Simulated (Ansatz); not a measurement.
System: Ta, space group Fm-3m (No. 225), 1 atom in the cell.

```xyz
1
Lattice="0.0000 2.1115 2.1115 2.1115 0.0000 2.1115 2.1115 2.1115 0.0000" Properties=species:S:1:pos:R:3 pbc="T T T"
Ta    0.0000    0.0000    0.0000
```

Ansatz 0.2.0; DFT PBE, scalar-relativistic, plane waves, PAW, no spin polarisation, 18×18×18 k mesh, Gaussian smearing of 0.1 eV.

What will the band structure and density of states look like? The path is Γ–X–U|K–Γ–L–W–X.

A metal: 2 bands cross the Fermi level along this path. Bands cross the Fermi level on Γ–X, K–Γ, Γ–L, L–W and W–X, and not on X–U. The density of states at the Fermi level is about 1.3 per eV and cell (mean within 0.25 eV). By projected weight, the states within 0.3 eV of the Fermi level are Ta 5d almost alone.

Spin-orbit coupling is left out, which matters for Ta. The run has no spin polarisation, and a density of states this high at the Fermi level may favour a magnetic state.

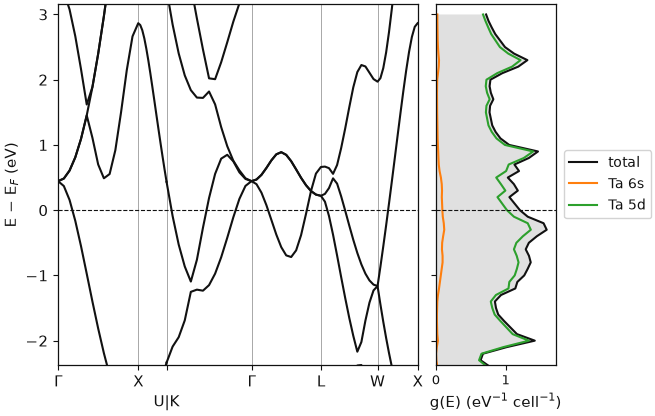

Band structure and density of states. Energies are counted from the Fermi level. The partial curves are projected on Löwdin-orthogonalised atomic shells.
